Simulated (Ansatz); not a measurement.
```cif
data_structure
_symmetry_space_group_name_H-M 'P 1'
_symmetry_Int_Tables_number 1
_cell_length_a 4.1275
_cell_length_b 11.7386
_cell_length_c 4.2604
_cell_angle_alpha 90.000
_cell_angle_beta 90.000
_cell_angle_gamma 90.000
_cell_volume 206.42
loop_
_atom_site_label
_atom_site_type_symbol
_atom_site_fract_x
_atom_site_fract_y
_atom_site_fract_z
_atom_site_occupancy
Pb1 Pb 0.00000 0.12772 0.75000 1
Pb2 Pb 0.50000 0.62772 0.75000 1
Pb3 Pb 0.00000 0.87228 0.25000 1
Pb4 Pb 0.50000 0.37228 0.25000 1
S1 S 0.00000 0.35632 0.75000 1
S2 S 0.50000 0.85632 0.75000 1
S3 S 0.00000 0.64368 0.25000 1
S4 S 0.50000 0.14368 0.25000 1
```

Space group Cmcm; a structure from a database of computed crystals, not necessarily the ambient phase; started from the database structure prototype, which need not be the ambient phase.

Method: Ansatz 0.2.0, DFT, PBEsol, plane waves, PAW.

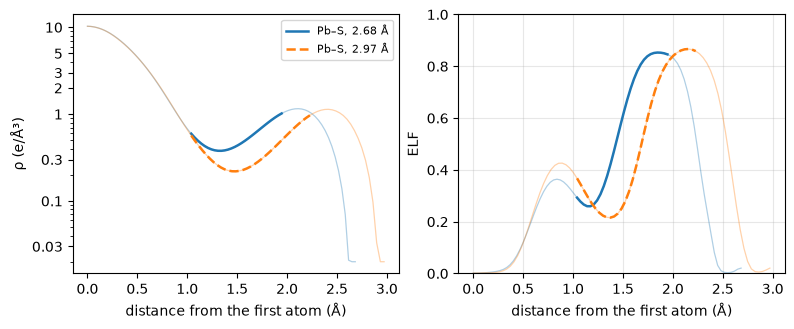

PbS. Valence electron density and electron localisation function along straight lines between neighbouring atoms. Thin, pale parts lie inside the atomic spheres.

In a PAW calculation such maps are meaningful between the atoms, not at the nuclei.

### Compare the contacts.

Pb–S (2.68 Å): ρ is about 0.38 e/Å³ halfway; the ELF peaks at about 0.85 in the valence shell of S, 0.8 Å from its nucleus, and drops to about 0.25 between the two atoms.
Pb–S (2.97 Å): ρ is about 0.22 e/Å³ halfway; the ELF peaks at about 0.85 in the valence shell of S, 0.8 Å from its nucleus, and drops to about 0.20 between the two atoms.
